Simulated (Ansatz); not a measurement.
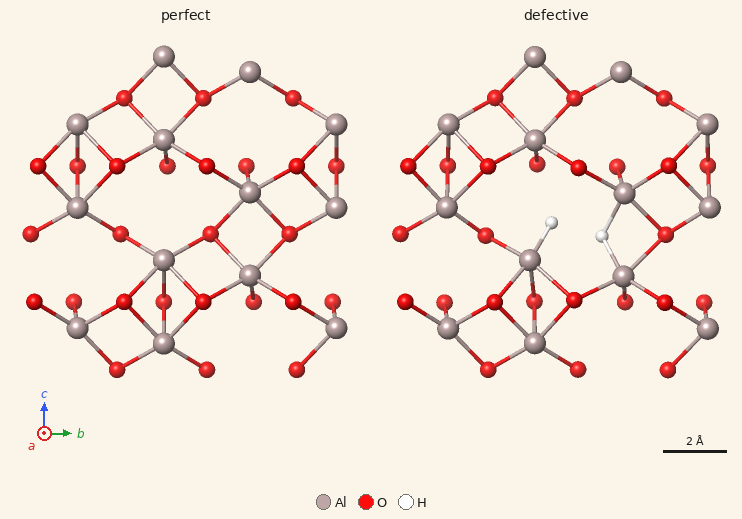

Left: perfect Al2O3. Right: the same region with a pair of point defects, after relaxing the atoms in a supercell of 120 sites. The picture is a ball-and-stick view of the atoms within 6.0 Å of one point, in a slice 3.4 Å thick across the line of sight, seen along the a axis.

The calculation used DFT, PBEsol, PAW, plane waves in Ansatz 0.2.0. Settings: plane-wave cutoff 420 eV; k-point mesh 1 × 1 × 1; mesh shifted by (0.25, 0.25, 0.25); no spin polarisation. Fermi-Dirac smearing of 0.01 eV. The axes drawn are those of the host's conventional cell.

> What kind of defect was made?

An oxygen atom is replaced by hydrogen and an extra hydrogen atom is put between the host's atoms (an interstitial), the two sites 1.9 Å apart.

The charge state of the cell is 0.

> What does the relaxation do around it?

In the host the O atom has 4 Al at 1.86 to 1.97 Å; the H atom ends with 1 H at 1.67 Å, 3 Al at 1.70 to 1.90 Å. The H atom starts with 2 Al at 1.92 Å, 6 O at 1.93 to 2.04 Å around its place and ends with 2 Al at 1.58 to 1.82 Å, 1 H at 1.67 Å. Of the host's atoms, an oxygen atom moves furthest from its site, by 0.20 Å. The H atom itself moves 0.67 Å from where it was put. The H atom itself moves 1.13 Å from where it was put.
